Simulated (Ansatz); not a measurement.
## Geometry relaxation of C

The run: geometry relaxation of C (P1, 4 atoms in the cell). Method and program: DFT LDA, scalar-relativistic, plane waves, PAW, no spin polarisation (Ansatz 0.2.0).

The structure derives from a Materials Project entry. The run did not end well. It belongs to a series of runs on one base structure; here: input fault: a relaxation cut at too few steps. Figures and captions count atoms from 1; the log counts them from 0 in places.

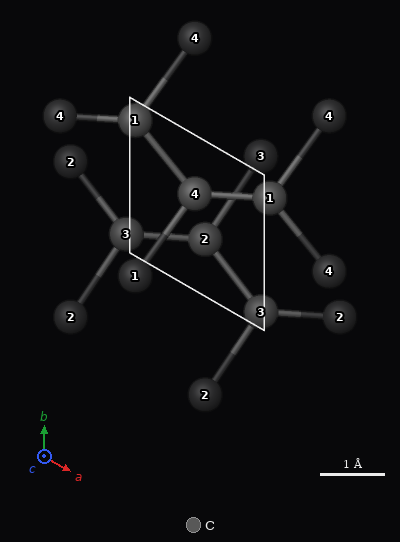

Figure 1. The structure as given in the input (ball-and-stick view of the cell of the calculation, along the c axis; neighbours outside the cell are drawn fainter; atoms are numbered from 1 in the order of the input). An atom can appear more than once, as a periodic image.

## Input file
```yaml
crystal:
  lattice:
    - [1.22804797, -2.12706182, 0.0]
    - [1.22804797, 2.12706182, 0.0]
    - [0.0, 0.0, 7.17326776]
  atoms:
    - { symbol: C, position: [0.0415481142, 0.872067854, 0.7616914972] }
    - { symbol: C, position: [0.5611972282, 0.3666555425, 0.2396040473] }
    - { symbol: C, position: [0.975212007, 0.1077966099, 0.2598391235] }
    - { symbol: C, position: [0.4831163794, 0.6214574256, 0.7394209038] }
basis:
  ecutwfc: 420
kpoints:
  mp_grid: { grid: [12, 12, 4] }
hamiltonian:
  xc: lda
scf:
  occupations: { method: gaussian, width: 0.1 }
output:
  forces: true
  stress: true
  eigenvalues: true
relax:
  adjacent_minimum: "off"
  f_tol: 0.005
  max_steps: 2
  cell: { stress_tol: 0.05 }
```

Hardware: 1 thread of AMD EPYC (Zen 3), 189 GiB of memory available, shared host.

Command:
```bash
ansatz run input.yaml --threads 1 --pin off --max-ram 2560MiB --backend cpu --events-out ev --progress --plain --runs-dir out
```

## Output
```
Engine: ansatz 0.2.0, x86_64-unknown-linux-gnu
Pseudopotentials: kind: paw
Pseudopotential: C, paw, valence charge 4, recommended cutoff 420 eV (normal), C.paw.azcp
Functional definition: SPW92
  exchange = slater_x
  correlation = pw_c
Crystal: 4 atoms, lattice volume = 37.475 Å³
Basis set: ecut = 420 eV, 713 PW (Γ)
Bands: 12, of which v1, the nominal top of the filled ones, is band 8 counted from 1 (7 counted from 0)
Symmetry: 1 space group operations
Space group: P1 (ITA 1), of the structure as read, at distance tolerance 3.3e-5 Å
k-points: 292 of 576 (time reversal used)
Non-local potential: C, projectors of the file, l = 0: 2, l = 1: 2, l = 2: 1
PAW form: soft (Blöchl's): semilocal exchange-correlation on the pseudo side does not see the compensation charge
PAW frozen core: C, regenerated for the run's functional, and the local potential with it (the file was generated under x = pbe(κ = 0.804, μ = 0.2195149727645171), c = pbe(β = 0.06672455060314922))
PAW one-centre angular grid: C, 110 points (default); XC on 64 Gauss nodes
Initial density: superposition of atomic densities (neutral atoms: chi_scale 0, normalization atom), corrected by the library's trained network
Initial wavefunctions: pseudopotential atomic-orbital guess
Functional: x = slater, c = lda
SCF iter   1: F=—  HF=-968.855187 eV  |F-HF|=—  |Δ(HF+E_count)|=         —  Δρ=9.17e-3  dr2=2.65e-2  ethr=1.77e-3  ⟨swp⟩=5.3  Hψ=19960  notcnv=0
preconditioner: auto → LDOS  [metal: Δε(μ)=0.083 eV  Ē_g=14.747 eV  σ=0.100 eV  W_gap=0.44  n_scr=4 (ndim 8)  ℏωp=24.3 eV  f_vac=0.056  D(μ)=0.34/eV (n_scr^D=2)  β→1.0]
SCF iter   2: F=—  HF=-968.846699 eV  |F-HF|=—  |Δ(HF+E_count)|=   8.49e-3  Δρ=2.17e-3  dr2=1.72e-3  ethr=1.66e-4  ⟨swp⟩=2.3  Hψ=8128  notcnv=0
preconditioner: auto → none  [metal: Δε(μ)=0.066 eV  Ē_g=14.752 eV  σ=0.100 eV  W_gap=0.33  n_scr=4 (ndim 8)  ℏωp=24.3 eV  f_vac=0.046  D(μ)=0.16/eV (n_scr^D=0)  β→0.5]
SCF iter   3: F=—  HF=-968.846160 eV  |F-HF|=—  |Δ(HF+E_count)|=   5.39e-4  Δρ=8.54e-4  dr2=8.57e-4  ethr=1.07e-5  ⟨swp⟩=2.0  Hψ=5595  notcnv=0
SCF iter   4: F=—  HF=-968.845905 eV  |F-HF|=—  |Δ(HF+E_count)|=   2.55e-4  Δρ=3.20e-4  dr2=2.65e-5  ethr=5.36e-6  ⟨swp⟩=2.2  Hψ=4421  notcnv=0
SCF iter   5: F=—  HF=-968.845903 eV  |F-HF|=—  |Δ(HF+E_count)|=   1.64e-6  Δρ=1.55e-4  dr2=1.57e-5  ethr=1.66e-7  ⟨swp⟩=2.2  Hψ=5754  notcnv=0
SCF iter   6: F=—  HF=-968.845900 eV  |F-HF|=—  |Δ(HF+E_count)|=   3.47e-6  Δρ=2.89e-5  dr2=1.66e-7  ethr=9.79e-8  ⟨swp⟩=2.5  Hψ=5137  notcnv=0
SCF iter   7: F=-968.845900 eV  HF=-968.845900 eV  |F-HF|=9.03e-10  |Δ(HF+E_count)|=   1.06e-9  Δρ=1.11e-5  dr2=1.56e-8  ethr=6.25e-10  ⟨swp⟩=5.1  Hψ=12980  notcnv=0
SCF 1 converged in 7 iterations: F = -968.845900 eV  dr2 = 1.56e-8
  greatest PAW one-centre occupation: 0.690 electrons in one spin orbital (limit 2), on the C atom at site 0 (counted from 0), in its partial waves of l = 0
relax step   1: F+E_penalty+E_count = -968.84589973 eV  Δ(F+E_penalty+E_count) = +0.000e0 eV  max|allowed force component| = 1.357e1 eV/Å  Δτ_max = 0.0000 Å  P = +16.492 GPa  Ω = 37.475 Å³  (7 SCF iters, dr2 threshold 1.00e-7 eV, accepted)
Crystal: 4 atoms, lattice volume = 38.105 Å³
Basis set: ecut = 420 eV, 745 PW (Γ)
Initial density: handed on by an earlier stage of this run
Initial wavefunctions: those handed on with the density
iter 1 solved again at ethr=2.12e-3 eV; its pass at ethr=3.10e-3 eV (dr2=3.39e-1 eV) is discarded
SCF iter   1: F=—  HF=-971.222471 eV  |F-HF|=—  |Δ(HF+E_count)|=         —  Δρ=3.89e-2  dr2=3.38e-1  ethr=2.12e-3  ⟨swp⟩=1.0  Hψ=30098  notcnv=0
preconditioner: auto → none  [insulator: Δε(μ)=0.520 eV  Ē_g=14.768 eV  σ=0.100 eV  W_gap=1.00  n_scr=4 (ndim 8)  ℏωp=24.1 eV  f_vac=0.025  D(μ)=0.00/eV (n_scr^D=0)  ε∞_Penn≈3.7]
SCF iter   2: F=—  HF=-971.086020 eV  |F-HF|=—  |Δ(HF+E_count)|=   1.36e-1  Δρ=1.40e-2  dr2=3.13e-2  ethr=2.11e-3  ⟨swp⟩=2.7  Hψ=7341  notcnv=0
SCF iter   3: F=—  HF=-971.076893 eV  |F-HF|=—  |Δ(HF+E_count)|=   9.13e-3  Δρ=2.51e-3  dr2=1.42e-3  ethr=1.96e-4  ⟨swp⟩=2.2  Hψ=7093  notcnv=0
SCF iter   4: F=—  HF=-971.076910 eV  |F-HF|=—  |Δ(HF+E_count)|=   1.65e-5  Δρ=1.20e-3  dr2=5.86e-4  ethr=8.87e-6  ⟨swp⟩=2.2  Hψ=5672  notcnv=0
SCF iter   5: F=—  HF=-971.076817 eV  |F-HF|=—  |Δ(HF+E_count)|=   9.28e-5  Δρ=4.73e-4  dr2=6.46e-5  ethr=3.66e-6  ⟨swp⟩=2.3  Hψ=4824  notcnv=0
SCF iter   6: F=—  HF=-971.076810 eV  |F-HF|=—  |Δ(HF+E_count)|=   7.50e-6  Δρ=1.29e-4  dr2=5.24e-6  ethr=4.04e-7  ⟨swp⟩=2.5  Hψ=5615  notcnv=0
SCF iter   7: F=—  HF=-971.076808 eV  |F-HF|=—  |Δ(HF+E_count)|=   1.21e-6  Δρ=1.99e-5  dr2=6.68e-8  ethr=3.27e-8  ⟨swp⟩=2.7  Hψ=5833  notcnv=0
SCF iter   8: F=—  HF=-971.076808 eV  |F-HF|=—  |Δ(HF+E_count)|=   3.64e-8  Δρ=3.52e-6  dr2=2.88e-9  ethr=4.18e-10  ⟨swp⟩=2.6  Hψ=5989  notcnv=0
SCF iter   9: F=—  HF=-971.076808 eV  |F-HF|=—  |Δ(HF+E_count)|=  5.32e-10  Δρ=1.68e-6  dr2=1.17e-9  ethr=1.80e-11  ⟨swp⟩=2.1  Hψ=5665  notcnv=0
SCF iter  10: F=-971.076808 eV  HF=-971.076808 eV  |F-HF|=3.87e-12  |Δ(HF+E_count)|=  2.93e-10  Δρ=1.76e-7  dr2=6.68e-12  ethr=1.00e-12  ⟨swp⟩=3.8  Hψ=15632  notcnv=0
SCF 2 converged in 10 iterations: F = -971.076808 eV  dr2 = 6.68e-12
  greatest PAW one-centre occupation: 0.662 electrons in one spin orbital (limit 2), on the C atom at site 0 (counted from 0), in its partial waves of l = 0
relax step   2: F+E_penalty+E_count = -971.07680843 eV  Δ(F+E_penalty+E_count) = -2.231e0 eV  max|allowed force component| = 5.848e0 eV/Å  Δτ_max = 0.1209 Å  P = -11.941 GPa  Ω = 38.105 Å³  energy of the carried Pulay correction = -3.147e-3 eV  (10 SCF iters, accepted)
```

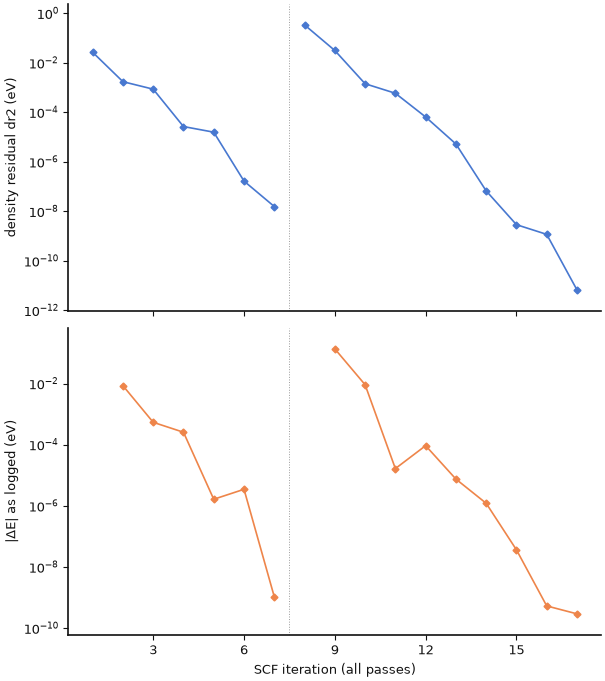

Figure 2. Convergence of the self-consistent field: density residual dr2 and size of the energy change against the SCF iteration. The dotted lines part the SCF passes of the relaxation: geometry steps, rejected trials and re-solves on a re-selected basis. The passes take 7 and 10 iterations.

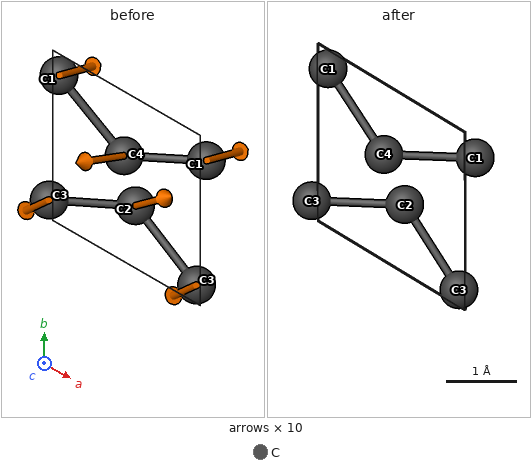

Figure 3. Before (left) and after (right) the relaxation, at one scale (ball-and-stick view of the cell of the calculation, along the c axis). The orange arrows give the displacements (without the part carried along by the change of the cell), magnified 10 times. The relaxation stopped without meeting its thresholds, so the last structure isn't shown to be converged. After 1 geometry step the energy has fallen by 2.231 eV per cell of the calculation. The largest force component goes from 14 to 5.8 eV/Å. The pressure goes from 16.49 to −11.94 GPa. The largest moves relative to the cell, 0.12 Å, are those of C1 and C4. The drawn cell changes as follows: a 2.456 → 2.482 Å (+1.1 %), b 2.456 → 2.564 Å (+4.4 %), c 7.173 → 7.002 Å (−2.4 %), α 90.0° → 90.2°, β 90.0° → 90.1°, γ 120.0° → 121.3°; the volume changes by +1.7 %. Among the contacts that change: C1–C4 1.201 → 1.318 Å, C2–C3 1.258 → 1.343 Å. Among the angles that change: C4–C1–C4 104.3° → 115.7°, C3–C2–C3 107.8° → 117.2°, C4–C1–C4 130.6° → 125.1°. The space group stays P1 (No. 1). (Atoms are counted from 1 in the order of the input.)

```
Step failed. What follows is not a result of the run: it is the report of the last solve that finished, which converged after 10 SCF iterations.
Free energy (F): -971.076808 eV
Harris-Foulkes:  -971.076808 eV  (|F-HF|=3.87e-12)
Internal energy: -971.076802 eV  (E = F + TS)
E sigma→0 (E₀):  -971.076805 eV
Entropy (-TS):   -0.000006 eV (-0.002 meV/atom)
Fermi energy:    5.906309 eV
--- Per-component energies (eV) ---
  E_band       = -48.366016
  E_kinetic    = 359.115824
  E_local      = -651.554921  (includes V_loc(G=0)·N_el)
  E_nonlocal   = 112.983583
  E_hartree    = 197.823458
  E_xc         = -188.588085
  E_vxc        = -234.373474  (∫ρ·V_xc dr)
  E_paw        = -367.144094  (= ΣΔE_a)
  E_vpaw       = -30.184004  (= ΣTr[D̂ρ^β])
  E_aug_tail   = 0.000045  (compensation charges beyond the density's cutoff)
  E_ewald      = -433.963942
  E_core_change = 0.251330  (= ΣΔE_core)
  E_smearing   = -0.000006  (= −TS)
  E_closure    = -0.000000  (closes the sum)
  Σ components = -971.076808   (vs F -971.076808, Δ=0.00e0)
--- Forces (eV/Å), atoms counted from 1 ---
  atom   1  C      5.84733972    -1.58826883     0.56581552
  atom   2  C      4.63523017    -0.48249427    -0.69652301
  atom   3  C     -4.63487831     0.48050758     0.69575674
  atom   4  C     -5.84769049     1.59025518    -0.56504834
  max |Σ_I F_I| component: 1.08e-6 eV/Å
--- Stress (GPa, compression-positive) ---
       -6.142563     -23.272305      -0.013072
      -23.272305     -30.623905       0.248238
       -0.013072       0.248238      -1.439984
  P = ⅓ Tr σ = -12.7355 GPa (-127.355 kbar)
--- Band table (eV; the first three rows and the last of 292) ---
  k-point 0: bands = ["-13.1717", "-12.9372", "-2.2797", "-0.6027", "1.4464", "1.6444", "4.1594", "4.4202", "9.6009", "11.3907", "11.7212", "14.9968"]
  k-point 1: bands = ["-13.1389", "-12.9732", "-2.0691", "-0.8951", "1.4480", "1.6454", "4.1605", "4.4211", "10.2480", "11.3916", "11.7212", "13.9278"]
  k-point 2: bands = ["-13.0584", "-13.0570", "-1.5250", "-1.5167", "1.4488", "1.6457", "4.1611", "4.4216", "11.3912", "11.7196", "11.8902", "11.9191"]
  k-point 291: bands = ["-8.4798", "-8.3646", "-6.9755", "-6.8153", "0.1019", "0.1460", "3.2288", "3.3662", "7.4045", "7.6282", "12.7156", "12.9394"]
End of that report.
Error: variable-cell relaxation did not converge after 2 steps: max|allowed force component| = 5.85e0 eV/Å (threshold 5.0e-3), largest principal stress residual = 4.39e1 GPa on the free part of the cell (threshold 5.0e-2). Raise `relax.max_steps` over both its present limit and 2, loosen the thresholds, or start from a cell closer to the target (`relax.cell.p_target` or `relax.cell.sigma_target`). Where this run's directory can be resumed (`checkpoint.write`), a resume goes on for up to `relax.max_steps` more
```

## Trajectory as extended XYZ (Å, eV, eV/Å), 2 frames, from step=1 to step=2
```
4
Lattice="1.2280 -2.1271 0.0000 1.2280 2.1271 0.0000 0.0000 0.0000 7.1733" Properties=species:S:1:pos:R:3:forces:R:3 step=1 energy=-968.84590 pressure_GPa=16.49
C     1.1220    1.7666    5.4638   13.5690  -6.6090  -1.5562
C     1.1394   -0.4138    1.7187   10.0427  -3.0920   1.9236
C     1.3300   -1.8450    1.8639  -10.0422   3.0910  -1.9228
C     1.3565    0.2943    5.3041  -13.5695   6.6100   1.5553
4
Lattice="1.1966 -2.1750 -0.0029 1.2792 2.2226 -0.0048 -0.0223 -0.0031 7.0022" Properties=species:S:1:pos:R:3:forces:R:3 step=2 energy=-971.07681 pressure_GPa=-11.94
C     1.2098    1.8293    5.2285    5.8473  -1.5883   0.5658
C     1.1886   -0.4211    1.7700    4.6352  -0.4825  -0.6965
C     1.2506   -1.8778    1.7288   -4.6349   0.4805   0.6958
C     1.2900    0.3546    5.2656   -5.8477   1.5903  -0.5650
```

## Outcome

```json
{"quantity": "outcome", "value": "not converged"}
{"quantity": "space group (tolerance 0.01 Å)", "value": "P1 (1)"}
{"quantity": "final cell", "value": "a = 2.482 Å, b = 2.564 Å, c = 7.002 Å, α = 90.22°, β = 90.13°, γ = 121.26°"}
{"quantity": "wall time", "value": "70 s"}
{"quantity": "peak memory", "value": "0.46 GiB"}
```

## What went wrong

The run did not converge: “variable-cell relaxation did not converge after 2 steps: max|allowed force component| = 5.85e0 eV/Å (threshold 5.0e-3), largest principal stress residual = 4.39e1 GPa on the free part of the cell (threshold 5.0e-2). Raise `relax.max_steps` over both its present limit and 2, loosen the thresholds, or start from a cell closer to the target (`relax.cell.p_target` or `relax.cell.sigma_target`) …” Its last values are not results.
